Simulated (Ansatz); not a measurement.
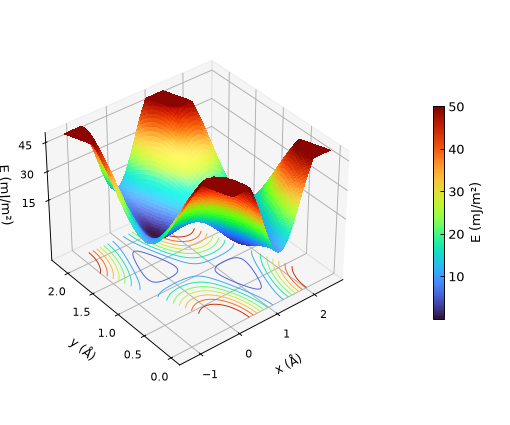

Energy landscape of a bilayer of two BN sheets (4 atoms in the cell). The upper layer of a bilayer is slid over the lower one; relaxed at each slide: the heights of all atoms; the origin of the map has B3 above B1. Places are given modulo a cell vector. The map is drawn in real space over the plane of the slide. The grid has 6 × 6 points; 7 points were computed and 29 follow by symmetry. All energies are given in mJ/m² relative to the lowest grid point. Level of theory: Ansatz 0.2.0, DFT PBE+D3(BJ), scalar-relativistic, plane waves, PAW. Settings: cutoff 420 eV, k-mesh 12×12×1, gaussian smearing 0.05 eV, no spin polarisation.

Drawn: a relief with its contours projected below, any walls above the top of the colour scale cut off. Between grid points the surface is interpolated. 

What does the map say about the system?

Answer. The lowest grid point is at (2/6, 4/6) of the cell vectors; the map holds 2 wells of about this depth. The highest grid point, (0/6, 0/6) of the cell vectors, lies 60.8 mJ/m² above the lowest. On the interpolated surface the easiest way out of the lowest well to a well of about the same depth near (4/6, 2/6) of the cell vectors passes a barrier of about 9.7 mJ/m². Facing atoms of the upper layer at the lowest point: B above a hollow, N above B; at the highest: B above B, N above N. The relaxed distance between the facing planes is 3.34 Å at the lowest and 3.62 Å at the highest point.

Each point was launched as `ansatz run input.yaml --threads 4 --pin off --max-ram 12288MiB --backend cpu --events-out ev --progress --plain --runs-dir out`. The whole map (7 points run) took 27 s on 4 threads of Intel(R) Xeon(R) 6975P-C (Granite Rapids), with other jobs on the host.
